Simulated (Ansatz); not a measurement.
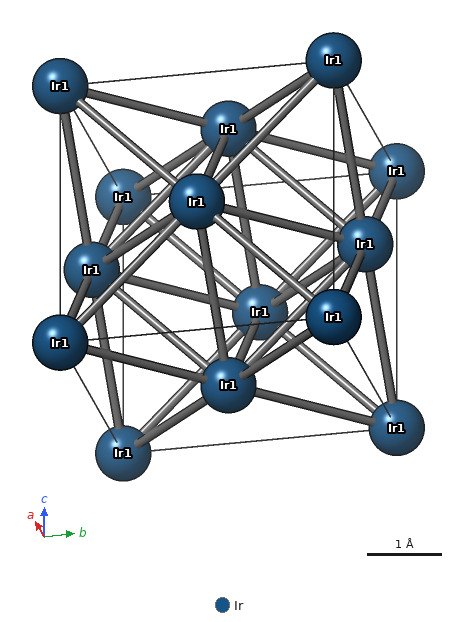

Fig. 1: The structure of run A (ball-and-stick view of the cell 4 times as large as that of the calculation, set on its symmetry axes, seen at an oblique angle; atoms are numbered from 1 in the order of the input). Near neighbours in the crystal (not all of them lie inside the picture): Ir has 12 Ir at 2.71 Å.

## Ir: a changed input and its effect

System: Ir (Fm-3m, 1 atom in the cell).
Method of run A: Kohn-Sham DFT of a periodic cell, PBE, all-electron LAPW, scalar-relativistic, no spin polarisation (Ansatz 0.2.0).

The structure derives from an entry of the Crystallography Open Database. Text and figures count atoms from 1; the logs count them from 0 in places.

### Input, run A
```yaml
crystal:
  lattice:
    - [0.0, 1.9156, 1.9156]
    - [1.9156, 0.0, 1.9156]
    - [1.9156, 1.9156, 0.0]
  atoms:
    - { symbol: Ir, position: [0.0, 0.0, 0.0] }
kpoints:
  mp_grid: { grid: [12, 12, 12] }
scf:
  occupations: { method: fermi_dirac, width: 0.05 }
hamiltonian:
  xc: pbe
  pseudopotentials: { kind: all_electron, lapw: { basis_error: 0.001 } }
output:
  forces: true
  stress: true
relax:
  f_tol: 0.02
  max_steps: 60
  cell: {}
```

Command:
```bash
ansatz run input.yaml --threads 1 --pin off --max-ram 3072MiB --backend cpu --events-out ev --progress --plain --runs-dir out
```

Hardware: 1 thread of Arm Neoverse V1, 24 GiB of memory available, shared host.

### Output, shortened to warnings, some set-up lines, iterations and results (run A)
```
Basis set: ecut = 306.4537173430394 eV, 169 PW (Γ), exchange–correlation at level 2
Symmetry: 48 space group operations
k-points: 72 of 1728
Initial density: superposition of atomic densities (chi_scale 0.1, normalization cell)
[...]
SCF iter   1: F=—  HF=-485026.055115 eV  |F-HF|=—  |Δ(HF+E_count)|=         —  Δρ=2.14e-2  dr2=2.86e-2  ethr=6.92e-5  ⟨swp⟩=3.0  Hψ=11575  notcnv=0
SCF iter   2: F=—  HF=-485025.987044 eV  |F-HF|=—  |Δ(HF+E_count)|=   6.81e-2  Δρ=7.93e-3  dr2=4.73e-3  ethr=6.92e-5  ⟨swp⟩=2.1  Hψ=5480  notcnv=0
SCF iter   3: F=—  HF=-485025.985474 eV  |F-HF|=—  |Δ(HF+E_count)|=         —  Δρ=4.34e-3  dr2=1.39e-3  ethr=1.15e-5  ⟨swp⟩=2.0  Hψ=5178  notcnv=0
SCF iter   4: F=—  HF=-485025.985855 eV  |F-HF|=—  |Δ(HF+E_count)|=   3.81e-4  Δρ=1.13e-3  dr2=1.02e-4  ethr=2.50e-7  ⟨swp⟩=2.0  Hψ=8839  notcnv=0
SCF iter   5: F=—  HF=-485025.985896 eV  |F-HF|=—  |Δ(HF+E_count)|=   4.08e-5  Δρ=6.05e-5  dr2=2.96e-7  ethr=2.50e-7  ⟨swp⟩=2.0  Hψ=5178  notcnv=0
[... 24 lines ...]
relax step   5: F+E_penalty+E_count = -485026.00001303 eV  Δ(F+E_penalty+E_count) = -5.001e-7 eV  max|allowed force component| = 0.000e0 eV/Å  Δτ_max = 0.0000 Å  P = +0.000 …
SCF iter   1: F=—  HF=-485026.000014 eV  |F-HF|=—  |Δ(HF+E_count)|=         —  Δρ=7.31e-6  dr2=4.07e-9  ethr=2.27e-11  ⟨swp⟩=7.2  Hψ=11900  notcnv=0  reapply=11
SCF iter   2: F=-485026.000014 eV  HF=-485026.000014 eV  |F-HF|=1.11e-9  |Δ(HF+E_count)|=   3.49e-9  Δρ=3.86e-6  dr2=1.09e-9  ethr=9.92e-12  ⟨swp⟩=2.6  Hψ=5235  notcnv=0
SCF 6 converged in 2 iterations: F = -485026.000014 eV  dr2 = 1.09e-9
relax step   6: F+E_penalty+E_count = -485026.00001358 eV  Δ(F+E_penalty+E_count) = -5.534e-7 eV  max|allowed force component| = 0.000e0 eV/Å  Δτ_max = 0.0000 Å  P = +0.001 …
basis re-selected at this cell: Δ(F+E_penalty+E_count) = -5.534e-7 eV, ΔP = +0.000 GPa vs the last step (what re-selecting the basis moved, after the strain that the cell walked since its last selection, with what the two solves' SCF thresholds leave and, on support functions, any second-order …
SCF converged after 2 iterations
Free energy (F): -485026.000014 eV
Harris-Foulkes:  -485026.000014 eV  (|F-HF|=1.11e-9)
Internal energy: -485025.995061 eV  (E = F + TS)
E sigma→0 (E₀):  -485025.997537 eV
Entropy (-TS):   -0.004952 eV (-4.952 meV/atom)
Fermi energy:    31.142262 eV
--- Per-component energies (eV) ---
  E_band       = -2898.929118
  E_kinetic    = 548825.588795
  E_xc         = -9475.139806
  E_electrostatic = -1024376.444050  (all electrons and nuclei)
  E_smearing   = -0.004952  (= −TS)
  E_closure    = 0.000000  (closes the sum)
  E_atoms      = -485016.743210  (free atoms, spherical and without spin; not in F)
  Σ components = -485026.000014   (vs F -485026.000014, Δ=0.00e0)
  Basis errors (estimates in eV, not in F): energy 2.4e-4 per atom: plane waves 2.0e-4 (1.1e-4 summed), levels above the bands 1.0e-100, relativity 7.6e-8, radial functions 3.2e-5, core shells 7.9e-7; eigenvalues (radial functions only) 1.6e-6; not estimated: angular momenta, meshes, grids; target …
--- Forces (eV/Å), atoms counted from 1 ---
  atom   1  Ir    -0.00000000    -0.00000000     0.00000000
  max |Σ_I F_I| component: 3.12e-31 eV/Å
--- Stress (GPa, compression-positive) ---
        0.000502      -0.000000      -0.000000
       -0.000000       0.000502      -0.000000
       -0.000000      -0.000000       0.000502
  P = ⅓ Tr σ = 0.0005 GPa (0.005 kbar)
--- Relaxed structure (5 steps of the walk, 4 accepted, 1 SCFs on fresh bases) ---
  F+E_penalty+E_count = -485026.00001358 eV   max|allowed force component| = 0.000e0 eV/Å   (the final SCF, on the basis selected at the relaxed cell)
  cell:  # Å, volume = 14.4792 Å³
    - [1.9127554679562484e-34, 1.9345137764821572, 1.9345137764821572]
    - [1.9345137764821572, -3.055233415957056e-34, 1.9345137764821572]
    - [1.9345137764821572, 1.9345137764821572, -1.528611609868677e-34]
  atoms:
    - { symbol: Ir, position: [0.0, 0.0, 0.0] }
```

The input of run B differs as follows (lines with − go, lines with + come):
```diff
-  xc: pbe
+  xc: rpbe
+  dispersion: d4
```

How does run B compare with run A?

The total energies belong to different models, so their difference says nothing on which is more stable or more accurate. The volume per atom goes from 14.48 to 13.94 Å³. The functional changes from PBE to RPBE. The SCF takes 18 iterations over all geometry steps against 22.

### Output, shortened to warnings, some set-up lines, iterations and results (run B)
```
Basis set: ecut = 306.5130672346242 eV, 169 PW (Γ), exchange–correlation at level 2
Symmetry: 48 space group operations
k-points: 72 of 1728
Initial density: superposition of atomic densities (chi_scale 0.1, normalization cell)
[...]
SCF iter   1: F=—  HF=-485041.224431 eV  |F-HF|=—  |Δ(HF+E_count)|=         —  Δρ=2.17e-2  dr2=2.98e-2  ethr=7.21e-5  ⟨swp⟩=3.0  Hψ=11563  notcnv=0
SCF iter   2: F=—  HF=-485041.159706 eV  |F-HF|=—  |Δ(HF+E_count)|=   6.47e-2  Δρ=8.22e-3  dr2=5.16e-3  ethr=7.21e-5  ⟨swp⟩=2.0  Hψ=5477  notcnv=0
SCF iter   3: F=—  HF=-485041.158845 eV  |F-HF|=—  |Δ(HF+E_count)|=         —  Δρ=4.45e-3  dr2=1.48e-3  ethr=1.26e-5  ⟨swp⟩=2.0  Hψ=5177  notcnv=0
SCF iter   4: F=—  HF=-485041.159438 eV  |F-HF|=—  |Δ(HF+E_count)|=   5.93e-4  Δρ=1.15e-3  dr2=1.08e-4  ethr=2.64e-7  ⟨swp⟩=2.0  Hψ=8838  notcnv=0
SCF iter   5: F=—  HF=-485041.159496 eV  |F-HF|=—  |Δ(HF+E_count)|=   5.83e-5  Δρ=5.97e-5  dr2=2.91e-7  ethr=2.64e-7  ⟨swp⟩=2.0  Hψ=5179  notcnv=0
[... 18 lines ...]
relax step   4: F+E_penalty+E_count = -485041.16063333 eV  Δ(F+E_penalty+E_count) = -9.838e-7 eV  max|allowed force component| = 0.000e0 eV/Å  Δτ_max = 0.0000 Å  P = +0.002 …
SCF iter   1: F=—  HF=-485041.160633 eV  |F-HF|=—  |Δ(HF+E_count)|=         —  Δρ=2.34e-6  dr2=3.14e-10  ethr=5.90e-12 (applied; sched 3.31e-12)  ⟨swp⟩=7.6  Hψ=13533  …
SCF iter   2: F=-485041.160633 eV  HF=-485041.160633 eV  |F-HF|=3.49e-10  |Δ(HF+E_count)|=   3.41e-8  Δρ=1.20e-6  dr2=6.68e-11  ethr=4.27e-12 (applied; sched 1.00e-12)  …
SCF 5 converged in 2 iterations: F = -485041.160633 eV  dr2 = 6.68e-11
relax step   5: F+E_penalty+E_count = -485041.16063323 eV  Δ(F+E_penalty+E_count) = +1.033e-7 eV  max|allowed force component| = 0.000e0 eV/Å  Δτ_max = 0.0000 Å  P = +0.002 …
basis re-selected at this cell: Δ(F+E_penalty+E_count) = +1.033e-7 eV, ΔP = +0.000 GPa vs the last step (what re-selecting the basis moved, after the strain that the cell walked since its last selection, with what the two solves' SCF thresholds leave and, on support functions, any second-order …
SCF converged after 2 iterations
Free energy (F): -485041.160633 eV
Harris-Foulkes:  -485041.160633 eV  (|F-HF|=3.49e-10)
Internal energy: -485041.156009 eV  (E = F + TS)
E sigma→0 (E₀):  -485041.158321 eV
Entropy (-TS):   -0.004624 eV (-4.624 meV/atom)
Fermi energy:    32.673007 eV
--- Per-component energies (eV) ---
  E_band       = -2841.510578
  E_kinetic    = 548854.917276
  E_xc         = -9489.490456
  E_electrostatic = -1024404.829387  (all electrons and nuclei)
  E_disp       = -1.753442  (pairwise vdW)
  E_smearing   = -0.004624  (= −TS)
  E_closure    = 0.000000  (closes the sum)
  E_atoms      = -485030.808112  (free atoms, spherical and without spin; not in F)
  Σ components = -485041.160633   (vs F -485041.160633, Δ=0.00e0)
  Basis errors (estimates in eV, not in F): energy 2.6e-4 per atom: plane waves 2.1e-4 (1.1e-4 summed), levels above the bands 3.3e-102, relativity 2.4e-7, radial functions 4.4e-5, core shells 1.1e-6; eigenvalues (radial functions only) 1.7e-6; not estimated: angular momenta, meshes, grids; target …
--- Forces (eV/Å), atoms counted from 1 ---
  atom   1  Ir     0.00000000    -0.00000000     0.00000000
  max |Σ_I F_I| component: 1.48e-31 eV/Å
--- Stress (GPa, compression-positive) ---
        0.001554      -0.000000      -0.000000
       -0.000000       0.001554      -0.000000
       -0.000000      -0.000000       0.001554
  P = ⅓ Tr σ = 0.0016 GPa (0.016 kbar)
--- Relaxed structure (4 steps of the walk, 3 accepted, 1 SCFs on fresh bases) ---
  F+E_penalty+E_count = -485041.16063323 eV   max|allowed force component| = 0.000e0 eV/Å   (the final SCF, on the basis selected at the relaxed cell)
  cell:  # Å, volume = 13.9435 Å³
    - [-1.9107645123358462e-34, 1.910355416730767, 1.910355416730767]
    - [1.910355416730767, -1.6639574294924663e-34, 1.910355416730767]
    - [1.910355416730767, 1.910355416730767, 1.1942278202099036e-35]
  atoms:
    - { symbol: Ir, position: [0.0, 0.0, 0.0] }
```

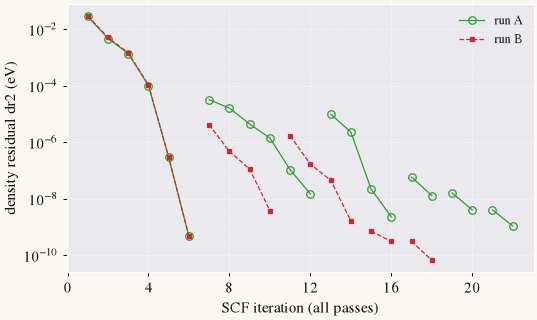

Fig. 2: Convergence of the two runs: density residual dr2 against the SCF iteration. A break in a curve parts two SCF passes. Run A takes 22 iterations in all, and run B takes 18.

### The two runs side by side

| quantity | run A | run B |
| --- | --- | --- |
| outcome | converged | converged |
| free energy per atom (eV) | −485026.0000 | −485041.1606 |
| energy per atom, smearing taken to zero (eV) | −485025.9975 | −485041.1583 |
| pressure (GPa) | 0.00 | 0.00 |
| volume per atom (Å³) | 14.48 | 13.94 |
| largest force (eV/Å) | 0.000 | 0.000 |
| SCF iterations | 22 | 18 |
| irreducible k-points | 72 | 72 |
| wall time (shared host) | 32 s | 28 s |

For both runs: Spin–orbit coupling is left out, which matters for Ir.
